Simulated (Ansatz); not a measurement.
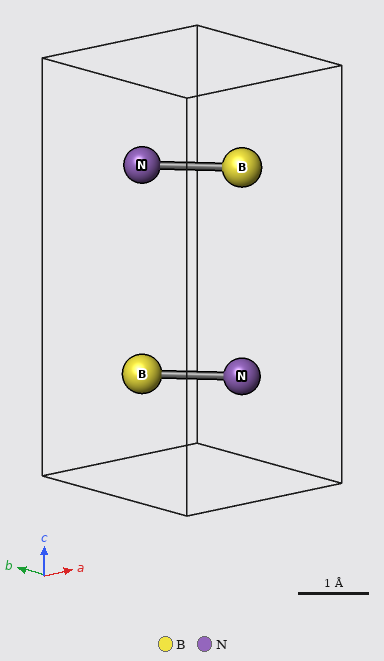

Normal modes of crystalline BN, space group P6₃/mmc (No. 194), at the zone centre. Style: ball-and-stick. Shown: the cell of the calculation, from a free direction.

Level of theory: DFT PBE, scalar-relativistic, plane waves, PAW (Ansatz).

Input file:
```yaml
crystal:
  lattice:
    - [2.5039917043, 0.0, 0.0]
    - [-1.2519958522, 2.1685204268, 0.0]
    - [0.0, 0.0, 6.6612]
  atoms:
    - { symbol: B, position: [0.3333333333, 0.6666666667, 0.25] }
    - { symbol: B, position: [0.6666666667, 0.3333333333, 0.75] }
    - { symbol: "N", position: [0.3333333333, 0.6666666667, 0.75] }
    - { symbol: "N", position: [0.6666666667, 0.3333333333, 0.25] }
basis:
  ecutwfc: 420
kpoints:
  mp_grid: { grid: [12, 12, 4] }
hamiltonian:
  xc: pbe
scf:
  occupations: { method: gaussian, width: 0.05 }
output:
  eigenvalues: true
phonons:
  method: fd
  supercell: [1, 1, 1]
  amplitude: 0.02
  eigenvectors: true
  dielectric: false
```

Run as
```bash
ansatz run input.yaml --threads 2 --pin off --max-ram 5120MiB --backend cpu --events-out ev --progress --plain --runs-dir out
```

Frequencies are those without the non-analytic (LO–TO) term.

Question: List the optical modes.

Answer: The calculation's cell holds 4 atoms, so there are 9 optical modes, in 5 levels. No level is unstable.

```csv
level,symmetry,frequency (cm⁻¹),activity
1,E₂g,45,Raman-active
2,B₁g,120,silent
3,A₂u,743,infrared-active
4,B₁g,794,silent
5,4-fold,1360,not assigned
```

The displacement patterns (one member of each degenerate set):

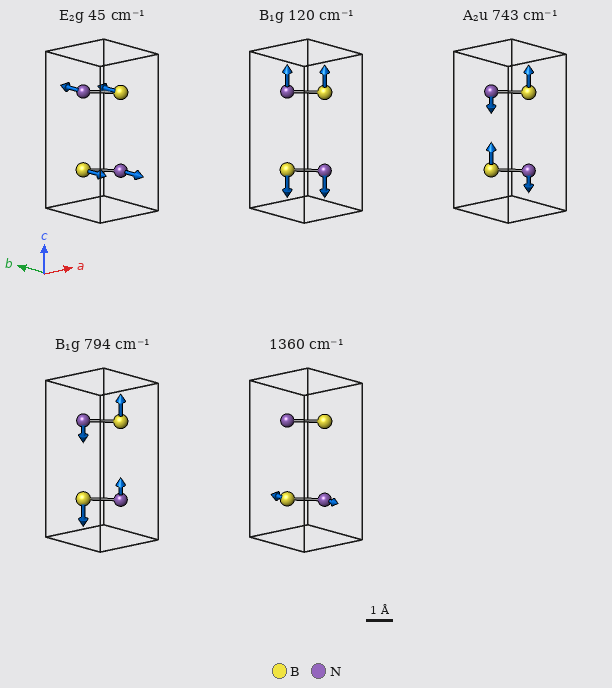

Limits of the set-up: layers or molecules are held without a dispersion correction, so their spacing is unreliable.
